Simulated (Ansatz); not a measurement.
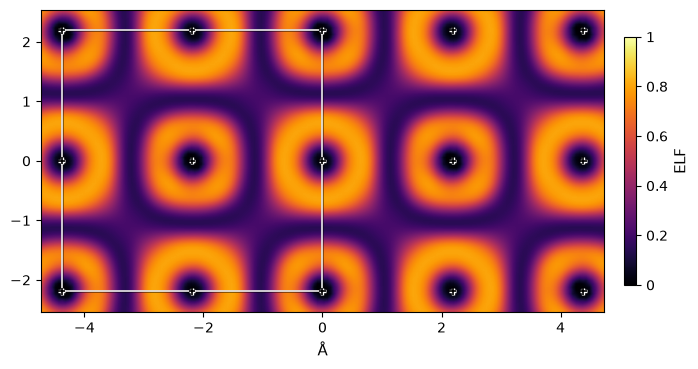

The electron localisation function on a plane through atoms (crosses mark nuclei in the plane).

The calculation used DFT PBE+D3(BJ), scalar-relativistic, plane waves, PAW (Ansatz 0.2.0).

Candidates:
A. ZrS2 (slab), a = 3.65 Å, b = 3.65 Å, c = 31.84 Å, α = 90.00°, β = 90.00°, γ = 120.00°. PAW files of the earlier set (soft_1).
B. Ti (slab), a = 5.57 Å, b = 7.78 Å, c = 21.52 Å, α = 90.00°, β = 90.00°, γ = 90.00°. Computed without spin polarisation; PAW files of the earlier set (soft_1).
C. TaN, a = 4.38 Å, b = 4.38 Å, c = 4.38 Å, α = 90.00°, β = 90.00°, γ = 90.00°. Space group Fm-3m; PAW files of the earlier set (soft_1).

### Which system is this?

Candidate C: TaN on the (100) plane of the conventional cell, which holds Ta and N. Ta–N (2.19 Å): the ELF peaks at about 0.80 in the valence shell of N, 0.7 Å from its nucleus, and is about 0.15 at the midpoint (no localised pair shows between them). Ta–Ta (3.10 Å): the ELF is about 0.20 at the midpoint; no localised pair shows between them.
